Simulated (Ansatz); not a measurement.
**What a change does: geometry relaxation on Sb**

System: Sb (P6₃/mmc, 2 atoms in the cell).
Method of run 1: Kohn-Sham DFT of a periodic cell, revPBE with D4, Ansatz PAW, no spin polarisation (Ansatz 0.2.0).

The structure derives from a Materials Project entry. Text and figures count atoms from 1; the logs count them from 0 in places.

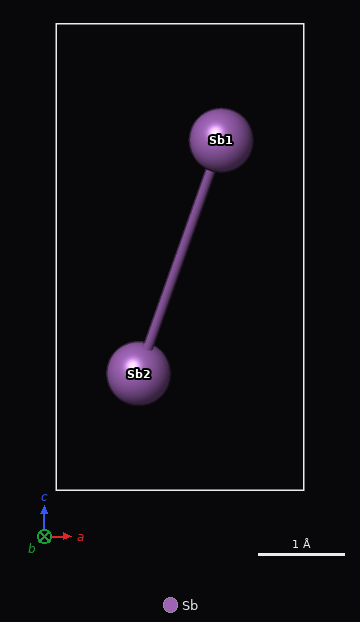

Figure 1. The starting structure (ball-and-stick view of the cell of the calculation, along the b axis; atoms are numbered from 1 in the order of the input). An atom can appear more than once, as a periodic image.

**Input file, run 1**
```yaml
crystal:
  lattice:
    - [3.3545324186, 0.0, 0.0]
    - [-1.6772662093, 2.9051102923, 0.0]
    - [0.0, 0.0, 5.47016065]
  atoms:
    - { symbol: Sb, position: [0.6666666667, 0.3333333333, 0.75] }
    - { symbol: Sb, position: [0.3333333333, 0.6666666667, 0.25] }
hamiltonian:
  xc: revpbe
  pseudopotentials: { kind: paw }
  dispersion: d4
kpoints:
  mp_grid: { grid: [9, 9, 5] }
scf:
  occupations: { method: fermi_dirac, width: 0.05 }
output:
  forces: true
  stress: true
  eigenvalues: true
relax:
  f_tol: 0.01
  max_steps: 40
  cell: { stress_tol: 0.05 }
```

Command:
```bash
ansatz run input.yaml --threads 2 --pin off --max-ram 5632MiB --backend cpu --events-out ev --progress --plain --runs-dir out
```

Hardware: 2 threads of Arm Neoverse V2, 24 GiB of memory available, shared host.

**Output, shortened to warnings, some set-up lines, iterations and results (run 1)**
```
Basis set: ecut = 420 eV, 1087 PW (Γ), exchange–correlation on 48×48×80 points (8 copies of the dense FFT grid, shifted against one another)
Symmetry: 24 space group operations
k-points: 36 of 405
Initial density: superposition of atomic densities (neutral atoms: chi_scale 0, normalization atom), corrected by the library's trained network
[...]
SCF iter   1: F=—  HF=-12982.559189 eV  |F-HF|=—  |Δ(HF+E_count)|=         —  Δρ=2.75e-3  dr2=2.01e-3  ethr=1.77e-3  ⟨swp⟩=5.8  Hψ=3356  notcnv=0
SCF iter   2: F=—  HF=-12982.557973 eV  |F-HF|=—  |Δ(HF+E_count)|=   1.22e-3  Δρ=1.23e-3  dr2=6.15e-4  ethr=6.70e-6  ⟨swp⟩=2.0  Hψ=1438  notcnv=0
SCF iter   3: F=—  HF=-12982.558096 eV  |F-HF|=—  |Δ(HF+E_count)|=   1.23e-4  Δρ=5.89e-4  dr2=1.53e-4  ethr=2.05e-6  ⟨swp⟩=1.0  Hψ=677  notcnv=0
SCF iter   4: F=—  HF=-12982.558120 eV  |F-HF|=—  |Δ(HF+E_count)|=   2.40e-5  Δρ=5.90e-5  dr2=1.65e-6  ethr=5.09e-7  ⟨swp⟩=2.0  Hψ=853  notcnv=0
SCF iter   5: F=—  HF=-12982.558124 eV  |F-HF|=—  |Δ(HF+E_count)|=   4.04e-6  Δρ=1.67e-5  dr2=1.46e-7  ethr=5.51e-9  ⟨swp⟩=3.0  Hψ=1240  notcnv=0
[... 22 lines ...]
SCF iter   3: F=—  HF=-12982.576610 eV  |F-HF|=—  |Δ(HF+E_count)|=   1.49e-7  Δρ=1.67e-6  dr2=7.39e-10  ethr=1.21e-10  ⟨swp⟩=2.0  Hψ=1220  notcnv=0
SCF iter   4: F=—  HF=-12982.576610 eV  |F-HF|=—  |Δ(HF+E_count)|=  9.09e-11  Δρ=5.79e-7  dr2=1.40e-10  ethr=2.46e-12  ⟨swp⟩=2.0  Hψ=1203  notcnv=0
SCF iter   5: F=-12982.576610 eV  HF=-12982.576610 eV  |F-HF|=1.09e-11  |Δ(HF+E_count)|=  1.09e-11  Δρ=2.15e-7  dr2=1.97e-11  ethr=1.00e-12  ⟨swp⟩=4.9  Hψ=2847  notcnv=0
SCF 5 converged in 5 iterations: F = -12982.576610 eV  dr2 = 1.97e-11
relax step   5: F+E_penalty+E_count = -12982.57661036 eV  Δ(F+E_penalty+E_count) = +6.075e-4 eV  max|allowed force component| = 2.313e-17 eV/Å  Δτ_max = 0.0000 Å  P = -0.004 …
basis re-selected at this cell: Δ(F+E_penalty+E_count) = +6.075e-4 eV, ΔP = +0.005 GPa vs the last step (what re-selecting the basis moved, of the pressure what is left beyond the Pulay correction that the steps carried, after the strain that the cell walked since its last selection, with what the …
SCF converged after 5 iterations
Free energy (F): -12982.576610 eV
Harris-Foulkes:  -12982.576610 eV  (|F-HF|=1.09e-11)
Internal energy: -12982.566477 eV  (E = F + TS)
E sigma→0 (E₀):  -12982.571544 eV
Entropy (-TS):   -0.010133 eV (-5.067 meV/atom)
Fermi energy:    12.532191 eV
--- Per-component energies (eV) ---
  E_band       = -263.259221
  E_kinetic    = 414.114711
  E_local      = -2780.712475  (includes V_loc(G=0)·N_el)
  E_nonlocal   = 722.658241
  E_hartree    = 1279.886013
  E_xc         = -277.918313
  E_vxc        = -193.310334  (∫ρ·V_xc dr)
  E_paw        = -9161.810656  (= ΣΔE_a)
  E_vpaw       = -985.781110  (= ΣTr[D̂ρ^β])
  E_aug_tail   = -0.000003  (compensation charges beyond the density's cutoff)
  E_ewald      = -3176.891893
  E_disp       = -1.878279  (pairwise vdW)
  E_core_change = -0.013823  (= ΣΔE_core)
  E_smearing   = -0.010133  (= −TS)
  E_closure    = 0.000000  (closes the sum)
  Σ components = -12982.576610   (vs F -12982.576610, Δ=0.00e0)
--- Forces (eV/Å), atoms counted from 1 ---
  atom   1  Sb    -0.00000000    -0.00000000     0.00000000
  atom   2  Sb     0.00000000     0.00000000    -0.00000000
  max |Σ_I F_I| component: 2.31e-18 eV/Å
--- Stress (GPa, compression-positive) ---
       -0.023397       0.000000       0.000000
        0.000000      -0.023397      -0.000000
        0.000000      -0.000000       0.035536
  P = ⅓ Tr σ = -0.0038 GPa (-0.038 kbar)
--- Relaxed structure (4 steps of the walk, 4 accepted, 1 SCFs on fresh bases) ---
  F+E_penalty+E_count = -12982.57661036 eV   max|allowed force component| = 2.313e-17 eV/Å   (the final SCF, on the basis selected at the relaxed cell)
  cell:  # Å, volume = 51.1082 Å³
    - [3.308513054017958, 0.0, 0.0]
    - [-1.654256527008979, 2.8652563535319886, 0.0]
    - [0.0, 0.0, 5.391311585991058]
  atoms:
    - { symbol: Sb, position: [0.6666666666666666, 0.3333333333333333, 0.7500000000000001] }
    - { symbol: Sb, position: [0.3333333333333333, 0.6666666666666666, 0.25000000000000006] }
```

The input of run 2 differs as follows (lines with − go, lines with + come):
```diff
-  dispersion: d4
+  dispersion: d3bj
+  write_density: true
+  write_potential: true
+  elf: true
+  volumetric_format: npy
```

Predict how the results change.

The total energies belong to different models, so their difference says nothing on which is more stable or more accurate. The volume per atom goes from 25.55 to 25.19 Å³. The SCF takes 24 iterations over all geometry steps against 22.

**Output, shortened to warnings, some set-up lines, iterations and results (run 2)**
```
Basis set: ecut = 420 eV, 1087 PW (Γ), exchange–correlation on 48×48×80 points (8 copies of the dense FFT grid, shifted against one another)
Symmetry: 24 space group operations
k-points: 36 of 405
Initial density: superposition of atomic densities (neutral atoms: chi_scale 0, normalization atom), corrected by the library's trained network
[...]
SCF iter   1: F=—  HF=-12982.742063 eV  |F-HF|=—  |Δ(HF+E_count)|=         —  Δρ=2.75e-3  dr2=2.01e-3  ethr=1.77e-3  ⟨swp⟩=5.8  Hψ=3356  notcnv=0
SCF iter   2: F=—  HF=-12982.740847 eV  |F-HF|=—  |Δ(HF+E_count)|=   1.22e-3  Δρ=1.23e-3  dr2=6.15e-4  ethr=6.70e-6  ⟨swp⟩=2.0  Hψ=1438  notcnv=0
SCF iter   3: F=—  HF=-12982.740970 eV  |F-HF|=—  |Δ(HF+E_count)|=   1.23e-4  Δρ=5.89e-4  dr2=1.53e-4  ethr=2.05e-6  ⟨swp⟩=1.0  Hψ=677  notcnv=0
SCF iter   4: F=—  HF=-12982.740994 eV  |F-HF|=—  |Δ(HF+E_count)|=   2.40e-5  Δρ=5.90e-5  dr2=1.65e-6  ethr=5.09e-7  ⟨swp⟩=2.0  Hψ=853  notcnv=0
SCF iter   5: F=—  HF=-12982.740998 eV  |F-HF|=—  |Δ(HF+E_count)|=   4.04e-6  Δρ=1.67e-5  dr2=1.46e-7  ethr=5.51e-9  ⟨swp⟩=3.0  Hψ=1240  notcnv=0
[... 24 lines ...]
SCF iter   4: F=—  HF=-12982.774697 eV  |F-HF|=—  |Δ(HF+E_count)|=  4.40e-10  Δρ=7.50e-7  dr2=2.10e-10  ethr=3.00e-12  ⟨swp⟩=2.0  Hψ=1222  notcnv=0
SCF iter   5: F=—  HF=-12982.774697 eV  |F-HF|=—  |Δ(HF+E_count)|=  1.64e-10  Δρ=2.27e-7  dr2=2.57e-11  ethr=1.00e-12  ⟨swp⟩=2.1  Hψ=1173  notcnv=0
SCF iter   6: F=-12982.774697 eV  HF=-12982.774697 eV  |F-HF|=3.64e-12  |Δ(HF+E_count)|=  3.64e-12  Δρ=3.57e-8  dr2=3.07e-13  ethr=1.00e-12  ⟨swp⟩=5.9  Hψ=2705  notcnv=0
SCF 5 converged in 6 iterations: F = -12982.774697 eV  dr2 = 3.07e-13
relax step   5: F+E_penalty+E_count = -12982.77469733 eV  Δ(F+E_penalty+E_count) = +8.175e-4 eV  max|allowed force component| = 1.041e-16 eV/Å  Δτ_max = 0.0000 Å  P = -0.012 …
basis re-selected at this cell: Δ(F+E_penalty+E_count) = +8.175e-4 eV, ΔP = +0.006 GPa vs the last step (what re-selecting the basis moved, of the pressure what is left beyond the Pulay correction that the steps carried, after the strain that the cell walked since its last selection, with what the …
SCF converged after 6 iterations
Free energy (F): -12982.774697 eV
Harris-Foulkes:  -12982.774697 eV  (|F-HF|=3.64e-12)
Internal energy: -12982.765590 eV  (E = F + TS)
E sigma→0 (E₀):  -12982.770144 eV
Entropy (-TS):   -0.009107 eV (-4.554 meV/atom)
Fermi energy:    12.777497 eV
--- Per-component energies (eV) ---
  E_band       = -256.415271
  E_kinetic    = 414.632753
  E_local      = -2757.262800  (includes V_loc(G=0)·N_el)
  E_nonlocal   = 722.786125
  E_hartree    = 1271.499138
  E_xc         = -278.157812
  E_vxc        = -193.642311  (∫ρ·V_xc dr)
  E_paw        = -9161.904246  (= ΣΔE_a)
  E_vpaw       = -985.927328  (= ΣTr[D̂ρ^β])
  E_aug_tail   = -0.000003  (compensation charges beyond the density's cutoff)
  E_ewald      = -3192.240876
  E_disp       = -2.104046  (pairwise vdW)
  E_core_change = -0.013823  (= ΣΔE_core)
  E_smearing   = -0.009107  (= −TS)
  E_closure    = 0.000000  (closes the sum)
  Σ components = -12982.774697   (vs F -12982.774697, Δ=0.00e0)
--- Forces (eV/Å), atoms counted from 1 ---
  atom   1  Sb    -0.00000000     0.00000000     0.00000000
  atom   2  Sb     0.00000000    -0.00000000    -0.00000000
  max |Σ_I F_I| component: 0.00e0 eV/Å
--- Stress (GPa, compression-positive) ---
       -0.039740       0.000000       0.000000
       -0.000000      -0.039740      -0.000000
        0.000000      -0.000000       0.042843
  P = ⅓ Tr σ = -0.0122 GPa (-0.122 kbar)
--- Relaxed structure (4 steps of the walk, 4 accepted, 1 SCFs on fresh bases) ---
  F+E_penalty+E_count = -12982.77469733 eV   max|allowed force component| = 1.041e-16 eV/Å   (the final SCF, on the basis selected at the relaxed cell)
  cell:  # Å, volume = 50.3747 Å³
    - [3.2916943219632784, 0.0, 0.0]
    - [-1.6458471609816392, 2.8506909043131925, 0.0]
    - [0.0, 0.0, 5.368370719569712]
  atoms:
[...]
```

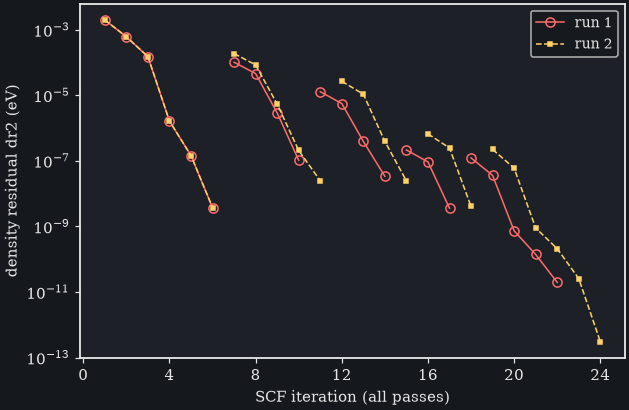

Figure 2. Convergence of the two runs: density residual dr2 against the SCF iteration. A break in a curve parts two SCF passes. Run 1 takes 22 iterations in all, and run 2 takes 24.

**The two runs side by side**

| quantity | run 1 | run 2 |
| --- | --- | --- |
| outcome | converged | converged |
| free energy per atom (eV) | −6491.2883 | −6491.3873 |
| energy per atom, smearing taken to zero (eV) | −6491.2858 | −6491.3851 |
| gap on the mesh (eV) | 0.00 | 0.00 |
| pressure (GPa) | 0.00 | −0.01 |
| volume per atom (Å³) | 25.55 | 25.19 |
| largest force (eV/Å) | 0.000 | 0.000 |
| SCF iterations | 22 | 24 |
| irreducible k-points | 36 | 36 |
| wall time (shared host) | 4.1 s | 4.2 s |

For both runs: Points of doubt noted for this run: forces on files of another functional.
